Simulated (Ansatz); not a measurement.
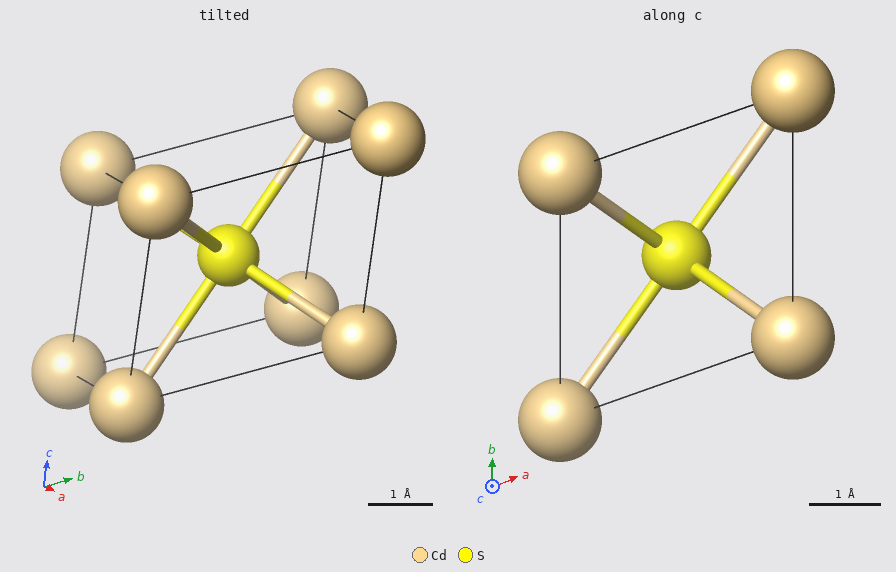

Shown here is a ball-and-stick view of the crystal, taken slightly off an axis and along the c axis. The frame is the simulation cell; atoms at its boundary are shown with their periodic copies.

Input deck:
```yaml
crystal:
  lattice:
    - [0.0, 2.8565711077, 2.8565711077]
    - [2.8565711077, 0.0, 2.8565711077]
    - [2.8565711077, 2.8565711077, 0.0]
  atoms:
    - { symbol: Cd, position: [0.0, 0.0, 0.0] }
    - { symbol: S, position: [0.5, 0.5, 0.5] }
kpoints:
  mp_grid: { grid: [6, 6, 6] }
  band_path:
    path:
      - [0.0, 0.0, 0.0]
      - [0.5, 0.0, 0.5]
      - [0.625, 0.25, 0.625]
      - [0.375, 0.375, 0.75]
      - [0.5, 0.5, 0.5]
      - [0.5, 0.25, 0.75]
    npoints: 1
hamiltonian:
  xc: hse06
scf:
  occupations: { method: fixed }
  n_extra_bands: 4
output:
  forces: true
  stress: true
  eigenvalues: true
```

All computed values are from DFT, HSE06, plane waves, PAW in Ansatz 0.2.0. Settings: a cutoff energy of 420 eV, k-points on a 6×6×6 grid, no spin polarisation.

Classify it as metallic or gapped, with the value.

Answer. A semiconductor at this level, with a gap of 1.17 eV, indirect; the smallest direct gap is 1.83 eV.

What is the pressure at this volume?

Answer. The computed pressure is -8.2 GPa (stretched: it would shrink).

Origin of the cell: a structure type filled with these elements by a generator (whether the compound takes this form wasn't checked). The cell was then strained or its atoms displaced on purpose. A calculation with Ansatz used it as input.

At this level of theory the cell isn't at rest (stretched, at -8 GPa), so its distances can differ from those at equilibrium, the more so the softer the solid.
